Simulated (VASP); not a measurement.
```yaml
crystal:
  lattice:
    - [4.30840, 0.00000, 0.00000]
    - [-2.15420, 3.73118, 0.00000]
    - [0.00000, 0.00000, 11.27400]
  atoms:
    - { symbol: Sb, position: [0.66667, 0.33333, 0.09984] }
    - { symbol: Sb, position: [0.33333, 0.66667, 0.43318] }
    - { symbol: Sb, position: [0.00000, 0.00000, 0.76651] }
    - { symbol: Sb, position: [0.00000, 0.00000, 0.23349] }
    - { symbol: Sb, position: [0.66667, 0.33333, 0.56682] }
    - { symbol: Sb, position: [0.33333, 0.66667, 0.90016] }
```

Space group R-3m.

Method: Kohn-Sham DFT of a periodic cell, LDA, VASP PAW LDA potentials, minimal (VASP 6.6.1).

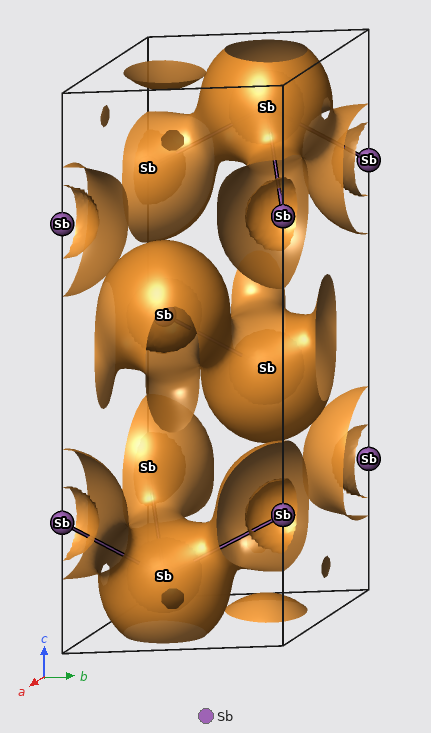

Sb. Isosurface of the electron localisation function at 0.65 (orange), seen slightly off an axis. Only the valence region is drawn (cores and ρ < 0.01 e/Å³ removed). Sticks mark near contacts.

In a PAW calculation such maps are meaningful between the atoms, not at the nuclei.

Question: Where are the electrons localised?

Answer: The ELF exceeds this value in sheets that run through the cell in two directions, counted in one cell of 6 atoms. Regions shared between cells count once. There are no localised bonds or lone pairs at this value. Along the contacts the grid gives the following. Sb–Sb (2.91 Å): the ELF peaks at about 0.80 between the atoms, as expected for localised, covalent bonding.
